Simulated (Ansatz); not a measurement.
System: Ga, space group Cmcm (No. 63).

Structure:
```cif
data_structure
_symmetry_space_group_name_H-M 'P 1'
_symmetry_Int_Tables_number 1
_cell_length_a 4.3159
_cell_length_b 4.3159
_cell_length_c 3.1700
_cell_angle_alpha 90.000
_cell_angle_beta 90.000
_cell_angle_gamma 140.737
_cell_volume 37.37
loop_
_atom_site_label
_atom_site_type_symbol
_atom_site_fract_x
_atom_site_fract_y
_atom_site_fract_z
_atom_site_occupancy
Ga1 Ga 0.13300 0.86700 0.75000 1
Ga2 Ga 0.86700 0.13300 0.25000 1
```

Computed with Ansatz 0.2.0: all-electron LAPW DFT, no spin polarisation; energies at scaled volumes of the given cell, shape and fractions fixed, counted from the fit's minimum, third-order Birch-Murnaghan fit. Level: PBE.

k mesh 10×10×8; occupations Fermi–Dirac; smearing width 0.05 eV; potentials all electron LAPW, scalar relativistic; program settings basis error eV/atom 0.0005.

What does the calculation give for the energy and pressure against volume? The volume takes the values 17.56, 17.94, 18.31, 18.68, 19.06, 19.43, 19.81 Å³/atom.

A third-order Birch–Murnaghan fit gives V0 = 19.21 Å³/atom, B0 = 49.1 GPa and B′ = 5.2. The energy is 26.02 meV/atom at volume 17.56 Å³/atom and 2.68 meV/atom at 19.81 Å³/atom; the lowest computed point is at volume 19.06 Å³/atom (0.18 meV/atom). The pressure falls from 5.55 GPa at volume 17.56 Å³/atom to −1.38 GPa at 19.81 Å³/atom, and changes sign near 19.21 Å³/atom.

```csv
volume (Å³/atom),energy (meV/atom),pressure (GPa)
17.56,26.02,5.55
17.94,14.87,4.03
18.31,7.10,2.67
18.68,2.31,1.46
19.06,0.18,0.39
19.43,0.39,-0.55
19.81,2.68,-1.38
```

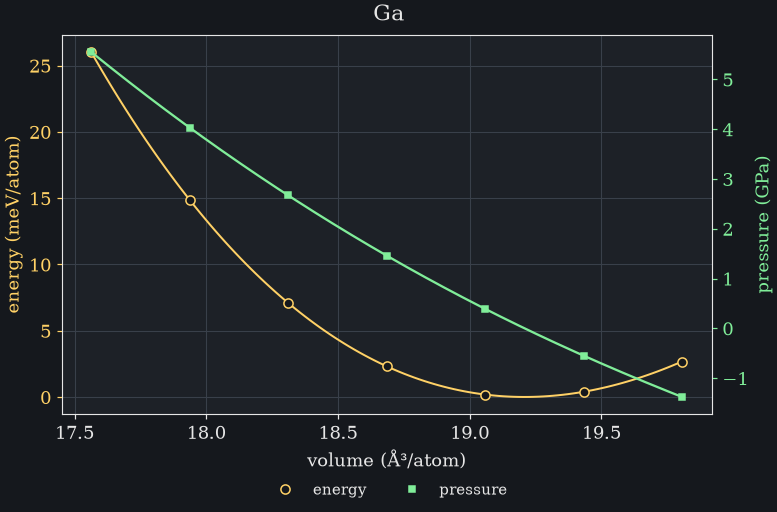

Caveats: shape and atomic fractions are frozen while scaling, which makes layered, chain and framework solids too stiff.
